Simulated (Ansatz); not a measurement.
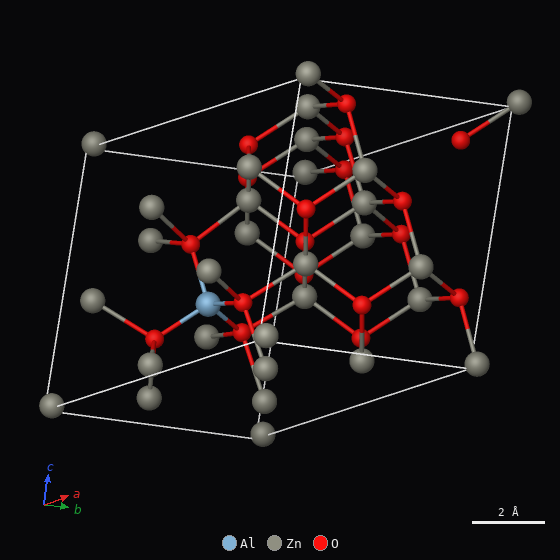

The crystal in a ball-and-stick representation, seen from a general direction. Atoms at the boundary of the supercell (the box) are drawn once for each face, edge or corner they touch. The host is ZnO, in a cell of 36 sites, and the cell carries a charge of +1.

> Which defect is modelled here, and what are its neighbours?

Aluminium on a zinc site (a substitutional impurity). It is bonded to four O in a tetrahedral arrangement at about 1.8 Å.

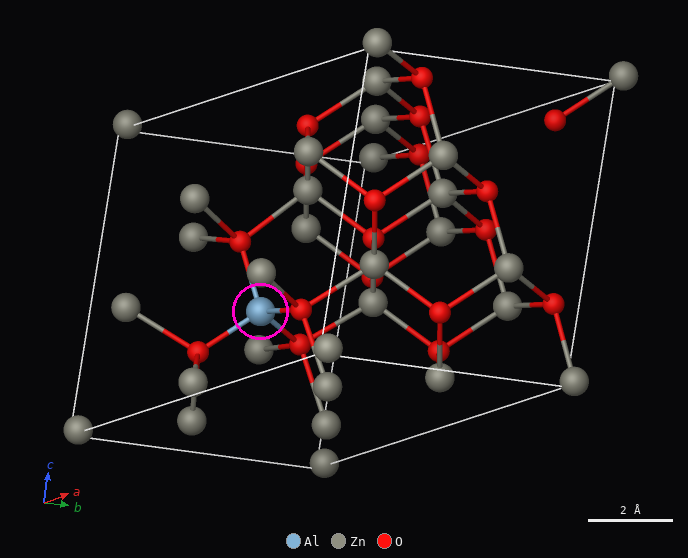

The same cell with a ring at the defect's site.

The atoms were relaxed in the host's cell with Ansatz, DFT PBE, scalar-relativistic, plane waves, PAW.
